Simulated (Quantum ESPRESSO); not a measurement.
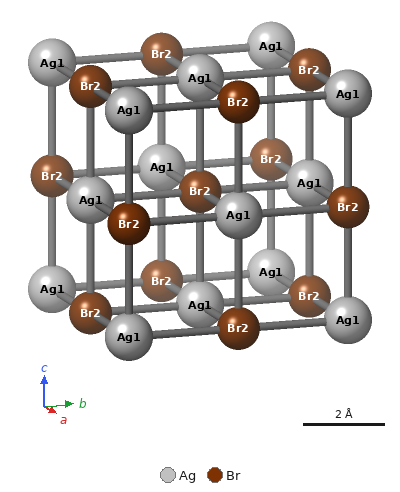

*The input geometry (ball-and-stick view of the cell 4 times as large as that of the calculation, set on its symmetry axes, seen slightly off an axis; atoms are numbered from 1 in the order of the input). An atom can appear more than once, as a periodic image.*

Near neighbours in the periodic cell (some may lie outside the picture): Ag has 6 Br at 2.87 Å; Br has 6 Ag at 2.87 Å.

AgBr: relaxation of cell and atoms (part 1 of 2)

AgBr (Fm-3m, 2 atoms in the cell), computed with Kohn-Sham DFT of a periodic cell, LDA, SSSP 1.3 efficiency PBE, no spin polarisation (Quantum ESPRESSO 7.5).

The structure derives from an entry of the Crystallography Open Database.

### Input
```
&CONTROL
  calculation = 'vc-relax'
  prefix = 'pwscf'
  outdir = './tmp'
  pseudo_dir = './pseudo'
  tprnfor = .true.
  tstress = .true.
  disk_io = 'low'
  nstep = 40
  forc_conv_thr = 0.0004
  etot_conv_thr = 1d-05
/
&SYSTEM
  ibrav = 0
  nat = 2
  ntyp = 2
  ecutwfc = 69
  ecutrho = 506
  nbnd = 20
  input_dft = 'pz'
  occupations = 'smearing'
  smearing = 'fd'
  degauss = 0.00367493
/
&ELECTRONS
  conv_thr = 4d-10
  electron_maxstep = 120
  mixing_beta = 0.5
/
&IONS
  ion_dynamics = 'bfgs'
/
&CELL
  cell_dynamics = 'bfgs'
  press = 300
  press_conv_thr = 0.3
/
ATOMIC_SPECIES
Ag   107.8682 Ag_ONCV_PBE-1.0.oncvpsp.upf
Br    79.9040 br_pbe_v1.4.uspp.F.UPF
CELL_PARAMETERS angstrom
   0.0000000000    2.8701500000    2.8701500000
   2.8701500000    0.0000000000    2.8701500000
   2.8701500000    2.8701500000    0.0000000000
ATOMIC_POSITIONS crystal
Ag     0.0000000000    0.0000000000    0.0000000000
Br     0.5000000000    0.5000000000    0.5000000000
K_POINTS automatic
8 8 8 0 0 0
```

Machine: 1 thread of Arm Neoverse V2, 24 GiB of memory available, shared host.

Run as:
```bash
OMP_NUM_THREADS=1 pw.x -in pw.in > pw.out
```

### Log
```
This program is part of the open-source Quantum ESPRESSO suite
     for quantum simulation of materials; please cite
         "P. Giannozzi et al., J. Phys.:Condens. Matter 21 395502 (2009);
         "P. Giannozzi et al., J. Phys.:Condens. Matter 29 465901 (2017);
         "P. Giannozzi et al., J. Chem. Phys. 152 154105 (2020);
          URL
     in publications or presentations arising from this work. More details at

     IMPORTANT: XC functional enforced from input :
     Exchange-correlation= PZ
                           (   1   1   0   0   0   0   0)
     Any further DFT definition will be discarded
     Please, verify this is what you really want

     Message from routine setup:
     using ibrav=0 with symmetry is DISCOURAGED, use correct ibrav instead

     G-vector sticks info
     --------------------
     sticks:   dense  smooth     PW     G-vecs:    dense   smooth      PW
     Sum        2053    1123    337                61527    24693    3943

     Using Slab Decomposition

     bravais-lattice index     =            0
     lattice parameter (alat)  =       7.6704  a.u.
     unit-cell volume          =     319.1100 (a.u.)^3
     number of atoms/cell      =            2
     number of atomic types    =            2
     number of electrons       =        26.00
     number of Kohn-Sham states=           20
     kinetic-energy cutoff     =      69.0000  Ry
     charge density cutoff     =     506.0000  Ry
     scf convergence threshold =      4.0E-10
     mixing beta               =       0.5000
     number of iterations used =            8  plain     mixing
     energy convergence thresh.=      1.0E-05
     force convergence thresh. =      4.0E-04
     press convergence thresh. =      3.0E-01
     Exchange-correlation= PZ
                           (   1   1   0   0   0   0   0)
     nstep                     =           40

     celldm(1)=   7.670408  celldm(2)=   0.000000  celldm(3)=   0.000000
     celldm(4)=   0.000000  celldm(5)=   0.000000  celldm(6)=   0.000000

     crystal axes: (cart. coord. in units of alat)
               a(1) = (   0.000000   0.707107   0.707107 )
               a(2) = (   0.707107   0.000000   0.707107 )
               a(3) = (   0.707107   0.707107   0.000000 )

     reciprocal axes: (cart. coord. in units 2 pi/alat)
               b(1) = ( -0.707107  0.707107  0.707107 )
               b(2) = (  0.707107 -0.707107  0.707107 )
               b(3) = (  0.707107  0.707107 -0.707107 )

     PseudoPot. # 1 for Ag read from file:
     Ag_ONCV_PBE-1.0.oncvpsp.upf
     Pseudo is Norm-conserving, Zval = 19.0
     Generated using ONCVPSP code by D. R. Hamann
     Using radial grid of 1398 points,  6 beta functions with:
                l(1) =   0
                l(2) =   0
                l(3) =   1
                l(4) =   1
                l(5) =   2
                l(6) =   2

     PseudoPot. # 2 for Br read from file:
     br_pbe_v1.4.uspp.F.UPF
     Pseudo is Ultrasoft + core correction, Zval =  7.0
     Generated by new atomic code, or converted to UPF format
     Using radial grid of  879 points,  6 beta functions with:
                l(1) =   0
                l(2) =   0
                l(3) =   1
                l(4) =   1
                l(5) =   2
                l(6) =   2
     Q(r) pseudized with  8 coefficients,  rinner =    1.100   1.100   1.100
                                                       1.100   1.100

     atomic species   valence    mass     pseudopotential
     Ag               19.00   107.86820     Ag( 1.00)
     Br                7.00    79.90400     Br( 1.00)

     48 Sym. Ops., with inversion, found

   Cartesian axes

     site n.     atom                  positions (alat units)
         1        Ag     tau(   1) = (   0.0000000   0.0000000   0.0000000  )
         2        Br     tau(   2) = (   0.7071068   0.7071068   0.7071068  )

     number of k points=    29  Fermi-Dirac smearing, width (Ry)=  0.0037
                       cart. coord. in units 2pi/alat
        k(    1) = (   0.0000000   0.0000000   0.0000000), wk =   0.0039062
        k(    2) = (   0.0883883   0.0883883  -0.0883883), wk =   0.0312500
        k(    3) = (   0.1767767   0.1767767  -0.1767767), wk =   0.0312500
        k(    4) = (   0.2651650   0.2651650  -0.2651650), wk =   0.0312500
        k(    5) = (  -0.3535534  -0.3535534   0.3535534), wk =   0.0156250
        k(    6) = (   0.1767767   0.0000000   0.0000000), wk =   0.0234375
        k(    7) = (   0.2651650   0.0883883  -0.0883883), wk =   0.0937500
        k(    8) = (   0.3535534   0.1767767  -0.1767767), wk =   0.0937500
        k(    9) = (  -0.2651650  -0.4419417   0.4419417), wk =   0.0937500
        k(   10) = (  -0.1767767  -0.3535534   0.3535534), wk =   0.0937500
        k(   11) = (  -0.0883883  -0.2651650   0.2651650), wk =   0.0937500
        k(   12) = (   0.0000000  -0.1767767   0.1767767), wk =   0.0468750
        k(   13) = (   0.3535534   0.0000000   0.0000000), wk =   0.0234375
        k(   14) = (   0.4419417   0.0883883  -0.0883883), wk =   0.0937500
        k(   15) = (  -0.1767767  -0.5303301   0.5303301), wk =   0.0937500
        k(   16) = (  -0.0883883  -0.4419417   0.4419417), wk =   0.0937500
        k(   17) = (   0.0000000  -0.3535534   0.3535534), wk =   0.0468750
        k(   18) = (   0.5303301  -0.0000000   0.0000000), wk =   0.0234375
        k(   19) = (  -0.0883883  -0.6187184   0.6187184), wk =   0.0937500
        k(   20) = (   0.0000000  -0.5303301   0.5303301), wk =   0.0468750
        k(   21) = (  -0.7071068   0.0000000   0.0000000), wk =   0.0117188
        k(   22) = (   0.3535534   0.1767767   0.0000000), wk =   0.0937500
        k(   23) = (  -0.2651650  -0.4419417   0.6187184), wk =   0.1875000
        k(   24) = (  -0.1767767  -0.3535534   0.5303301), wk =   0.0937500
        k(   25) = (  -0.1767767  -0.5303301   0.7071068), wk =   0.0937500
        k(   26) = (  -0.0883883  -0.4419417   0.6187184), wk =   0.1875000
        k(   27) = (   0.0000000  -0.3535534   0.5303301), wk =   0.0937500
        k(   28) = (  -0.7071068   0.1767767  -0.0000000), wk =   0.0468750
        k(   29) = (  -0.7071068   0.3535534   0.0000000), wk =   0.0234375

     Dense  grid:    61527 G-vectors     FFT dimensions: (  60,  60,  60)

     Smooth grid:    24693 G-vectors     FFT dimensions: (  45,  45,  45)

     Initial potential from superposition of free atoms

     starting charge      25.9997, renormalised to      26.0000
     Starting wfcs are   14 randomized atomic wfcs +    6 random wfcs

     Self-consistent Calculation

     iteration #  1     ecut=    69.00 Ry     beta= 0.50
     Davidson diagonalization with overlap
     ethr =  1.00E-02,  avg # of iterations =  5.6

     Threshold (ethr) on eigenvalues was too large:
     Diagonalizing with lowered threshold

     Davidson diagonalization with overlap
     ethr =  3.28E-04,  avg # of iterations =  2.1

     total energy              =    -333.44719071 Ry
     estimated scf accuracy    <       0.08374936 Ry

     iteration #  2     ecut=    69.00 Ry     beta= 0.50
     Davidson diagonalization with overlap
     ethr =  3.22E-04,  avg # of iterations =  2.1

     total energy              =    -333.46955054 Ry
     estimated scf accuracy    <       0.01123006 Ry

     iteration #  3     ecut=    69.00 Ry     beta= 0.50
     Davidson diagonalization with overlap
     ethr =  4.32E-05,  avg # of iterations =  3.5

     total energy              =    -333.47129848 Ry
     estimated scf accuracy    <       0.00070424 Ry

     iteration #  4     ecut=    69.00 Ry     beta= 0.50
     Davidson diagonalization with overlap
     ethr =  2.71E-06,  avg # of iterations =  3.2

     total energy              =    -333.47139573 Ry
     estimated scf accuracy    <       0.00001249 Ry

     iteration #  5     ecut=    69.00 Ry     beta= 0.50
     Davidson diagonalization with overlap
     ethr =  4.80E-08,  avg # of iterations =  2.2

     total energy              =    -333.47139670 Ry
     estimated scf accuracy    <       0.00000287 Ry

     iteration #  6     ecut=    69.00 Ry     beta= 0.50
     Davidson diagonalization with overlap
     ethr =  1.10E-08,  avg # of iterations =  2.0

     total energy              =    -333.47139703 Ry
     estimated scf accuracy    <       0.00000060 Ry

     iteration #  7     ecut=    69.00 Ry     beta= 0.50
     Davidson diagonalization with overlap
     ethr =  2.32E-09,  avg # of iterations =  2.0

     total energy              =    -333.47139709 Ry
     estimated scf accuracy    <       0.00000003 Ry

     iteration #  8     ecut=    69.00 Ry     beta= 0.50
     Davidson diagonalization with overlap
     ethr =  1.05E-10,  avg # of iterations =  2.2

     total energy              =    -333.47139710 Ry
     estimated scf accuracy    <       0.00000001 Ry

     iteration #  9     ecut=    69.00 Ry     beta= 0.50
     Davidson diagonalization with overlap
     ethr =  4.33E-11,  avg # of iterations =  2.0

     End of self-consistent calculation

          k = 0.0000 0.0000 0.0000 (  3119 PWs)   bands (ev):

   -82.2906 -45.5994 -45.5994 -45.5994  -7.0182   5.2650   5.2650   5.2673
     5.2673   5.2673   6.2046   6.2046   6.2046   8.4731  17.9878  17.9878
    17.9878  19.0742  19.6340  19.6340

          k = 0.0884 0.0884-0.0884 (  3080 PWs)   bands (ev):

   -82.2906 -45.5997 -45.5995 -45.5995  -6.9563   4.8784   4.8784   4.9150
     5.3116   5.3116   5.7952   6.6626   6.6626   9.3787  16.5605  17.5481
    17.5481  18.9440  18.9440  19.2074

          k = 0.1768 0.1768-0.1768 (  3071 PWs)   bands (ev):

   -82.2906 -45.6003 -45.5996 -45.5996  -6.8002   3.8883   4.3656   4.3656
     5.4220   5.4220   5.7539   7.3617   7.3617  10.7594  15.0913  16.1803
    16.1803  19.0530  19.4364  19.4364

          k = 0.2652 0.2652-0.2652 (  3079 PWs)   bands (ev):

   -82.2906 -45.6009 -45.5997 -45.5997  -6.6331   3.0584   4.0201   4.0201
     5.5367   5.5367   5.8656   7.9226   7.9226  11.5313  14.4674  15.0956
    15.0956  19.4710  20.5181  20.5181

          k =-0.3536-0.3536 0.3536 (  3100 PWs)   bands (ev):

   -82.2906 -45.6012 -45.5997 -45.5997  -6.5602   2.7528   3.9002   3.9002
     5.5856   5.5856   5.9272   8.1440   8.1440  11.6139  14.4745  14.6897
    14.6897  20.1726  21.3442  21.3442

          k = 0.1768 0.0000 0.0000 (  3099 PWs)   bands (ev):

   -82.2906 -45.5997 -45.5995 -45.5995  -6.9378   4.4136   5.1513   5.1513
     5.2248   5.2890   6.2825   6.2825   6.3437   9.7481  16.6844  16.8540
    17.4822  17.4822  20.8577  20.8578

          k = 0.2652 0.0884-0.0884 (  3080 PWs)   bands (ev):

   -82.2906 -45.6001 -45.5997 -45.5996  -6.8183   3.8554   4.6872   4.7336
     5.2962   5.4278   5.8721   6.6493   7.0909  10.9009  14.9884  15.9533
    16.9340  18.0001  20.5910  20.6166

          k = 0.3536 0.1768-0.1768 (  3083 PWs)   bands (ev):

   -82.2906 -45.6007 -45.5997 -45.5997  -6.6598   3.3046   4.1177   4.2705
     5.4190   5.5541   5.8569   7.2482   7.6131  11.8128  13.7503  15.5640
    15.9861  18.8330  20.7244  21.2461

          k =-0.2652-0.4419 0.4419 (  3079 PWs)   bands (ev):

   -82.2906 -45.6011 -45.5998 -45.5998  -6.5565   2.9399   3.9180   3.9913
     5.5363   5.5979   5.9021   7.6599   7.8001  12.1856  13.2284  15.2324
    15.6851  19.8002  21.4978  21.6293

          k =-0.1768-0.3536 0.3536 (  3091 PWs)   bands (ev):

   -82.2906 -45.6010 -45.5999 -45.5997  -6.5781   3.0000   3.9357   4.0509
     5.5442   5.5683   5.8972   7.3063   8.0907  12.2426  13.4110  15.0368
    15.5952  20.1968  20.3707  21.7187

          k =-0.0884-0.2652 0.2652 (  3087 PWs)   bands (ev):

   -82.2906 -45.6005 -45.5998 -45.5996  -6.7094   3.4796   4.0983   4.4595
     5.4347   5.5054   5.8716   6.7677   7.9326  11.6426  14.3205  15.5736
    15.5814  18.9724  20.2852  21.1196

          k = 0.0000-0.1768 0.1768 (  3080 PWs)   bands (ev):

   -82.2906 -45.6000 -45.5996 -45.5995  -6.8649   4.1981   4.4419   4.9085
     5.3392   5.4047   5.9426   6.3286   7.3720  10.3987  15.8909  16.0111
    16.7578  18.2886  20.0048  20.2029

          k = 0.3536 0.0000 0.0000 (  3066 PWs)   bands (ev):

   -82.2906 -45.6002 -45.5998 -45.5998  -6.7544   3.5945   5.0347   5.0347
     5.1229   5.3473   6.2504   6.2504   6.3933  11.1923  14.5799  15.8335
    17.4480  17.4480  21.8126  22.8665

          k = 0.4419 0.0884-0.0884 (  3080 PWs)   bands (ev):

   -82.2906 -45.6006 -45.5999 -45.5999  -6.6426   3.4366   4.5742   4.6765
     5.2564   5.5470   5.9135   6.4507   6.8059  11.0415  14.6108  15.5138
    17.2584  18.1989  22.1573  22.7210

          k =-0.1768-0.5303 0.5303 (  3090 PWs)   bands (ev):

   -82.2906 -45.6009 -45.6001 -45.5999  -6.5469   3.3976   4.0454   4.2651
     5.4067   5.6276   5.8544   6.8134   7.0218  11.2709  14.1816  15.9006
    16.5630  19.0034  21.9322  22.7849

          k =-0.0884-0.4419 0.4419 (  3095 PWs)   bands (ev):

   -82.2906 -45.6008 -45.6003 -45.5998  -6.5268   3.2750   4.0234   4.0455
     5.5337   5.5851   5.9018   6.4777   7.6505  12.0066  13.7290  15.7768
    15.8672  19.8026  20.3683  22.5192

          k = 0.0000-0.3536 0.3536 (  3102 PWs)   bands (ev):

   -82.2906 -45.6007 -45.6002 -45.5997  -6.5957   3.2446   3.9734   4.3427
     5.5001   5.5700   6.0525   6.2208   8.0402  12.8928  13.0720  15.3487
    15.4634  19.2910  21.6179  22.2719

          k = 0.5303-0.0000 0.0000 (  3082 PWs)   bands (ev):

   -82.2906 -45.6008 -45.6000 -45.6000  -6.5915   3.5271   5.0218   5.1100
     5.1100   5.4062   5.9593   5.9593   6.1530  10.0493  15.2554  15.9737
    18.2383  18.2383  22.6742  23.7432

          k =-0.0884-0.6187 0.6187 (  3094 PWs)   bands (ev):

   -82.2906 -45.6009 -45.6002 -45.6001  -6.5363   3.7088   4.5522   4.7197
     5.2822   5.6550   5.7765   6.1156   6.1594   9.9893  15.0832  16.4162
    18.1093  18.6840  22.5827  23.2346

          k = 0.0000-0.5303 0.5303 (  3100 PWs)   bands (ev):

   -82.2906 -45.6008 -45.6005 -45.6000  -6.5095   3.8451   3.9313   4.2884
     5.4199   5.6410   5.8688   6.0450   6.9009  10.8253  14.7966  16.1864
    17.1036  18.6381  21.1524  23.7062

          k =-0.7071 0.0000 0.0000 (  3058 PWs)   bands (ev):

   -82.2906 -45.6010 -45.6001 -45.6001  -6.5317   3.7841   4.9803   5.2715
     5.2715   5.4308   5.6931   5.6931   5.7843   9.4149  15.0708  16.9832
    18.9222  18.9222  23.1041  23.4150

          k = 0.3536 0.1768 0.0000 (  3080 PWs)   bands (ev):

   -82.2906 -45.6004 -45.5999 -45.5997  -6.7024   3.4927   4.3052   4.6747
     5.3723   5.5102   6.0109   6.2755   7.5021  11.6750  14.0899  15.4685
    16.5409  18.2900  21.5521  21.9601

          k =-0.2652-0.4419 0.6187 (  3085 PWs)   bands (ev):

   -82.2906 -45.6008 -45.6001 -45.5998  -6.5814   3.2664   4.0212   4.2899
     5.4662   5.5892   5.9069   6.5878   7.6446  12.1519  13.4891  15.5079
    16.0405  19.2197  21.8327  22.0392

          k =-0.1768-0.3536 0.5303 (  3086 PWs)   bands (ev):

   -82.2906 -45.6009 -45.6001 -45.5999  -6.5296   3.1931   3.9865   4.0218
     5.5338   5.5927   5.8765   6.8972   7.5005  12.3893  13.1569  15.7624
    15.8771  20.0865  20.5918  22.4267

          k =-0.1768-0.5303 0.7071 (  3106 PWs)   bands (ev):

   -82.2906 -45.6008 -45.6002 -45.6000  -6.5639   3.5128   4.3120   4.5707
     5.4374   5.5948   5.9608   5.9969   6.8345  10.8085  15.1447  15.2337
    17.2830  18.8586  22.3065  23.4276

          k =-0.0884-0.4419 0.6187 (  3095 PWs)   bands (ev):

   -82.2906 -45.6008 -45.6004 -45.6000  -6.5126   3.6749   4.0227   4.2484
     5.5052   5.6380   5.8299   6.1828   6.7960  11.3539  14.6360  15.7375
    16.4587  19.5869  21.2693  23.0393

          k = 0.0000-0.3536 0.5303 (  3094 PWs)   bands (ev):

   -82.2906 -45.6007 -45.6005 -45.5999  -6.5199   3.4617   4.0387   4.1638
     5.5637   5.5839   6.0003   6.0352   7.2587  12.0264  13.9485  15.5472
    16.2196  20.0503  20.2361  23.4569

          k =-0.7071 0.1768-0.0000 (  3106 PWs)   bands (ev):

   -82.2906 -45.6009 -45.6003 -45.6001  -6.5152   3.8617   4.3048   4.5516
     5.6148   5.6858   5.6933   5.7494   6.2962  10.3102  15.1521  16.5140
    17.0076  19.5094  22.1551  23.0864

          k =-0.7071 0.3536 0.0000 (  3112 PWs)   bands (ev):

   -82.2906 -45.6006 -45.6006 -45.6001  -6.4985   3.8603   4.1152   4.1152
     5.6934   5.6948   5.7974   5.7974   6.5208  11.6951  15.0219  15.6501
    15.6501  20.8054  20.8054  23.0688

     the Fermi energy is     8.3852 ev
```
